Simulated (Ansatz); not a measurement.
# Mending a single-point calculation on AlAs

System: AlAs (slab, 20 atoms in the cell).
Method of run A: DFT PBEsol, scalar-relativistic, plane waves, PAW (Ansatz 0.2.0).

The structure derives from an entry of the Crystallography Open Database. Text and figures count atoms from 1; the logs count them from 0 in places.

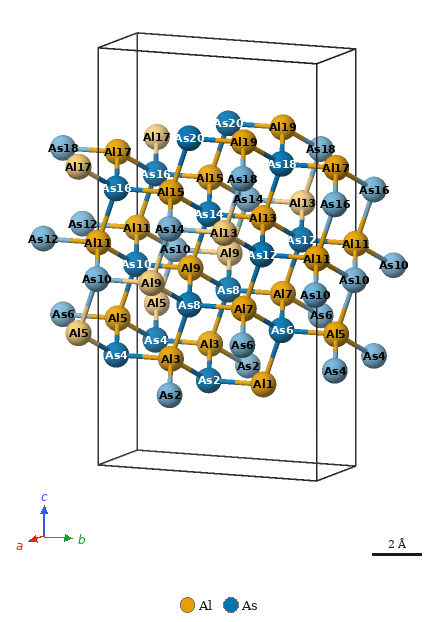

Fig. 1: The input geometry (ball-and-stick view of the cell of the calculation, with the vacuum cut short, seen slightly off an axis; neighbours outside the cell are drawn fainter; atoms are numbered from 1 in the order of the input). An atom can appear more than once, as a periodic image.

**Input, run A**
```yaml
crystal:
  lattice:
    - [4.012545656, 0.0, 0.0]
    - [0.0, 9.8286894269, 0.0]
    - [0.0, 0.0, 25.4248994159]
  atoms:
    - { symbol: Al, position: [0.5, 0.6666666667, 0.2949864177] }
    - { symbol: As, position: [0.5, 0.4166666667, 0.2949864177] }
    - { symbol: Al, position: [0.0, 0.3333333333, 0.3405449916] }
    - { symbol: As, position: [0.0, 0.0833333333, 0.3405449916] }
    - { symbol: Al, position: [0.5, 0.0, 0.3861035654] }
    - { symbol: As, position: [0.5, 0.75, 0.3861035654] }
    - { symbol: Al, position: [0.0, 0.6666666667, 0.4316621392] }
    - { symbol: As, position: [0.0, 0.4166666667, 0.4316621392] }
    - { symbol: Al, position: [0.5, 0.3333333333, 0.4772207131] }
    - { symbol: As, position: [0.5, 0.0833333333, 0.4772207131] }
    - { symbol: Al, position: [0.0, 0.0, 0.5227792869] }
    - { symbol: As, position: [0.0, 0.75, 0.5227792869] }
    - { symbol: Al, position: [0.5, 0.6666666667, 0.5683378608] }
    - { symbol: As, position: [0.5, 0.4166666667, 0.5683378608] }
    - { symbol: Al, position: [0.0, 0.3333333333, 0.6138964346] }
    - { symbol: As, position: [0.0, 0.0833333333, 0.6138964346] }
    - { symbol: Al, position: [0.5, 0.0, 0.6594550084] }
    - { symbol: As, position: [0.5, 0.75, 0.6594550084] }
    - { symbol: Al, position: [0.0, 0.6666666667, 0.7050135823] }
    - { symbol: As, position: [0.0, 0.4166666667, 0.7050135823] }
basis:
  ecutwfc: 420
kpoints:
  mp_grid: { grid: [7, 3, 1] }
hamiltonian:
  xc: pbesol
scf:
  occupations: { method: gaussian, width: 0.05 }
  n_extra_bands: 0
output:
  forces: true
  stress: true
  eigenvalues: true
efield:
  axis: 3
  dipole_correction: true
  ramp_width: 0.04
```

Command:
```bash
ansatz run input.yaml --threads 2 --pin off --max-ram 5120MiB --backend cpu --events-out ev --progress --plain --runs-dir out
```

Hardware: 2 threads of AMD EPYC (Zen 5), 32 GiB of memory available, shared host.

**Output (run A)**
```
Error: inconsistent input (scf.n_extra_bands, scf.occupations.method): n_bands = 90 leaves no empty band above the 90 bands per channel that the deck's 180 electrons occupy, and the occupations search for the Fermi level (a smearing at a finite width, or tetrahedra): a level found among occupied bands alone can fill a metal as an insulator; raise scf.n_extra_bands until at least 91 bands are solved (omitted, it auto-derives to 110) (see scf.n_extra_bands in the input reference)
```

### Diagnose this run and give a change of the input that cures it.

The program refused the input: “inconsistent input (scf.n_extra_bands, scf.occupations.method): n_bands = 90 leaves no empty band above the 90 bands per channel that the deck's 180 electrons occupy, and the occupations search for the Fermi level (a smearing at a finite width, or tetrahedra): a level found among occupied bands alone can fill a metal as an insulator …”

A run of the same system that converges differs from this input as follows (lines with − go, lines with + come):
```diff
-  n_extra_bands: 0
```

**Output, shortened to warnings, some set-up lines, iterations and results (run B)**
```
Basis set: ecut = 420 eV, 19629 PW (Γ), exchange–correlation on 54×144×360 points (8 copies of the dense FFT grid, shifted against one another)
Symmetry: 2 space group operations
k-points: 8 of 21 (time reversal used)
Initial density: superposition of atomic densities (neutral atoms: chi_scale 0, normalization atom), corrected by the library's trained network
[...]
SCF iter   1: F=—  HF=-53376.234373 eV  |F-HF|=—  |Δ(HF+E_count)|=         —  Δρ=3.11e-3  dr2=1.81e0  ethr=1.77e-3  p=0.167 e·Å  D=3.02e-2 V/Å  ΔV_dip=-0.77 eV  …
SCF iter   2: F=—  HF=-53376.207869 eV  |F-HF|=—  |Δ(HF+E_count)|=   2.65e-2  Δρ=4.13e-3  dr2=4.16e0  ethr=1.01e-3  p=0.298 e·Å  D=5.37e-2 V/Å  ΔV_dip=-1.37 eV  …
SCF iter   3: F=—  HF=-53376.146512 eV  |F-HF|=—  |Δ(HF+E_count)|=   6.14e-2  Δρ=1.81e-3  dr2=7.41e-1  ethr=1.01e-3  p=0.207 e·Å  D=3.73e-2 V/Å  ΔV_dip=-0.95 eV  …
SCF iter   4: F=—  HF=-53376.117153 eV  |F-HF|=—  |Δ(HF+E_count)|=   2.94e-2  Δρ=8.29e-4  dr2=8.62e-2  ethr=4.11e-4  p=0.252 e·Å  D=4.55e-2 V/Å  ΔV_dip=-1.16 eV  …
SCF iter   5: F=—  HF=-53376.115090 eV  |F-HF|=—  |Δ(HF+E_count)|=   2.06e-3  Δρ=7.35e-4  dr2=1.17e-1  ethr=4.79e-5  p=0.254 e·Å  D=4.58e-2 V/Å  ΔV_dip=-1.17 eV  …
[... 5 lines ...]
SCF iter  11: F=—  HF=-53376.112424 eV  |F-HF|=—  |Δ(HF+E_count)|=   1.21e-6  Δρ=9.27e-6  dr2=4.45e-6  ethr=8.11e-9  p=0.242 e·Å  D=4.36e-2 V/Å  ΔV_dip=-1.11 eV  …
SCF iter  12: F=—  HF=-53376.112423 eV  |F-HF|=—  |Δ(HF+E_count)|=   3.82e-7  Δρ=4.95e-6  dr2=1.12e-6  ethr=2.47e-9  p=0.242 e·Å  D=4.36e-2 V/Å  ΔV_dip=-1.11 eV  …
SCF iter  13: F=—  HF=-53376.112423 eV  |F-HF|=—  |Δ(HF+E_count)|=   7.37e-9  Δρ=2.36e-6  dr2=2.99e-7  ethr=6.20e-10  p=0.242 e·Å  D=4.36e-2 V/Å  ΔV_dip=-1.11 eV  …
SCF iter  14: F=-53376.112423 eV  HF=-53376.112423 eV  |F-HF|=2.79e-8  |Δ(HF+E_count)|=   9.72e-9  Δρ=1.10e-6  dr2=5.39e-8  ethr=5.56e-11  p=0.242 e·Å  D=4.36e-2 V/Å  …
SCF 1 converged in 14 iterations: F = -53376.112423 eV  dr2 = 5.39e-8
SCF converged after 14 iterations
Free energy (F): -53376.112423 eV
Harris-Foulkes:  -53376.112423 eV  (|F-HF|=2.79e-8)
Internal energy: -53376.091982 eV  (E = F + TS)
E sigma→0 (E₀):  -53376.102203 eV
Entropy (-TS):   -0.020441 eV (-1.022 meV/atom)
Fermi energy:    0.569339 eV
Dipole field:    D = 0.043702 V/Å  (p = 0.242166 e·Å, saw-weighted, corrected)
Work function:   Φ+ = 4.0910 eV   Φ− = 5.2022 eV
Levels:          The Fermi level and band energies are counted from a zero that moves with the ramp; work functions are not
--- Per-component energies (eV) ---
  E_band       = -3793.285516
  E_kinetic    = 1249.605948
  E_local      = -115242.711464  (includes V_loc(G=0)·N_el)
  E_nonlocal   = -6576.845135
  E_hartree    = 57787.139339
  E_xc         = -1169.264655
  E_vxc        = -1069.010773  (∫ρ·V_xc dr)
  E_paw        = -22478.954177  (= ΣΔE_a)
  E_vpaw       = 2271.422939  (= ΣTr[D̂ρ^β])
  E_aug_tail   = 0.000053  (compensation charges beyond the density's cutoff)
  E_efield     = 0.005292  (sawtooth field / dipole correction)
  E_vefield    = 0.010583  (∫n·V_field dr)
  E_ewald      = 33045.077140
  E_core_change = 9.855677  (= ΣΔE_core)
  E_smearing   = -0.020441  (= −TS)
  E_closure    = 0.000000  (closes the sum)
  Σ components = -53376.112423   (vs F -53376.112423, Δ=0.00e0)
--- Forces (eV/Å), atoms counted from 1 ---
  atom   1  Al     0.00000000    -0.98673631     0.55178814
  atom   2  As     0.00000000     0.29749279    -0.47680934
  atom   3  Al     0.00000000     0.21979424    -0.17293082
  atom   4  As     0.00000000    -0.28170422     0.03865531
  atom   5  Al     0.00000000     0.46293371    -0.54779099
  atom   6  As     0.00000000     0.37903185     0.08802694
  atom   7  Al     0.00000000    -0.48209951    -0.24092833
  atom   8  As     0.00000000     0.06417304     0.32328591
  atom   9  Al     0.00000000     0.19608149    -0.22736028
  atom  10  As     0.00000000    -0.01336944     0.56834256
  atom  11  Al     0.00000000    -0.05127426    -0.52727843
  atom  12  As     0.00000000     0.16217633     0.32867051
  atom  13  Al     0.00000000    -0.38907531    -0.52646248
  atom  14  As     0.00000000    -0.09993269     0.00864765
  atom  15  Al     0.00000000     0.75942137     0.12734014
  atom  16  As     0.00000000     0.20267865     0.84245628
  atom  17  Al     0.00000000    -0.07765313    -0.81549622
  atom  18  As     0.00000000     0.71694846     1.06948821
  atom  19  Al     0.00000000    -1.28862843    -1.00943164
  atom  20  As     0.00000000     0.20967613     0.59769450
  max |Σ_I F_I| component: 9.24e-5 eV/Å
--- Stress (GPa, compression-positive) ---
       -0.671235       0.000000       0.000000
        0.000000      -0.860049       0.158806
[...]
```

**The two runs side by side**

| quantity | run A | run B |
| --- | --- | --- |
| outcome | refused | converged |
| free energy per atom (eV) | – | −2668.8056 |
| gap on the mesh (eV) | – | 0.00 |
| work function (eV) | – | 4.09 |
| largest force (eV/Å) | – | 1.637 |
| SCF iterations | – | 14 |
| irreducible k-points | – | 8 |
| plane waves at Γ | – | 19629 |
